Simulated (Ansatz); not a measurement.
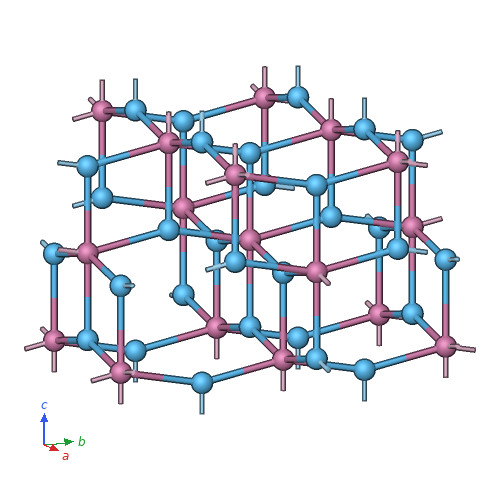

A cut-out of a periodic net derived from a crystal structure. Nodes are coloured by topological kind. Edges to nodes outside the piece are drawn as stubs.

What net is this?

A binodal (3,6)-connected, three-periodic net. It is the ant net, known from anatase.

Give point symbol and coordination sequence of each kind of node.

3-connected node: 4^2.6, sequence 3, 13, 16, 54, 42, 119; 6-connected node: 4^4.6^2.8^8.10, sequence 6, 8, 32, 28, 84, 60.

Origin of the net. SiO₂ (space group I4_1/amd, No. 141): the end point of a relaxation with DFT, r2SCAN+rVV10, plane waves, PAW in Ansatz 0.2.0; the starting structure was generated, so it need not be a known form of this composition. Bonds are taken as O–Si below 2 Å; no other contact counts. The graph is simplified in the usual way: terminal and isolated atoms are pruned, two-connected atoms become edges. O is a 3-connected node; Si is a 6-connected node, in the ratio 2:1.
